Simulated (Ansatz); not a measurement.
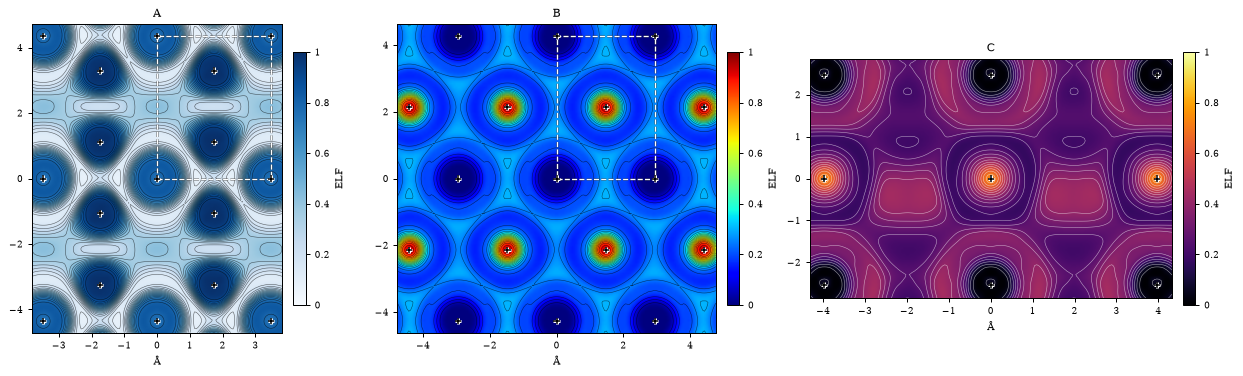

The electron localisation function of 3 systems, each on a plane through atoms (crosses mark nuclei in the plane).

Theory: DFT PBEsol, scalar-relativistic, plane waves, PAW (Ansatz 0.2.0).

System 1: HfH$_{2}$, the (100) plane of the conventional cell. Space group I4mm; changed on purpose from its base cell (all H atoms moved +0.025 Å, as atom 2 along Cartesian [0 0 1]); computed pressure about −5 GPa in this cell.

```cif
data_structure
_symmetry_space_group_name_H-M 'P 1'
_symmetry_Int_Tables_number 1
_cell_length_a 3.4780
_cell_length_b 3.4780
_cell_length_c 4.3610
_cell_angle_alpha 90.000
_cell_angle_beta 90.000
_cell_angle_gamma 90.000
_cell_volume 52.75
loop_
_atom_site_label
_atom_site_type_symbol
_atom_site_fract_x
_atom_site_fract_y
_atom_site_fract_z
_atom_site_occupancy
Hf1 Hf 0.00000 0.00000 0.00000 1
Hf2 Hf 0.50000 0.50000 0.50000 1
H1 H 0.00000 0.50000 0.25573 1
H2 H 0.50000 0.00000 0.75573 1
H3 H 0.50000 0.00000 0.25573 1
H4 H 0.00000 0.50000 0.75573 1
```

System 2: Ni$_{2}$Ge, the (010) plane of the conventional cell. Space group P-3m1; a structure from a database of computed crystals, not necessarily the ambient phase; not relaxed (largest force 0.7 eV/Å); computed without spin polarisation.

System 3: ZnCu, the (101) plane of the conventional cell. Space group P4/mmm; changed on purpose from its base cell (strain +0.000 along x and y, +0.050 along z, atoms carried along); computed pressure about −10 GPa in this cell; computed without spin polarisation.

```
Zn Cu
1.0
     2.94500    0.00000    0.00000
     0.00000    2.94500    0.00000
     0.00000    0.00000    3.09225
Zn Cu
1 1
Direct
  0.50000 0.50000 0.50000
  0.00000 0.00000 0.00000
```

Q: Which map belongs to which system?

A: Panel A is system 1, HfH$_{2}$: the plane holds Hf and H. Hf–H (2.07 Å): the ELF climbs to about 1 towards the hydrogen. Panel B is system 3, ZnCu: the plane holds Zn and Cu. Zn–Cu (2.59 Å): the ELF is about 0.25 at the midpoint; no shared electron pair shows on this line. Panel C is system 2, Ni$_{2}$Ge: the plane holds Ni and Ge. Ni–Ge (2.48 Å): the ELF is about 0.35 at the midpoint.
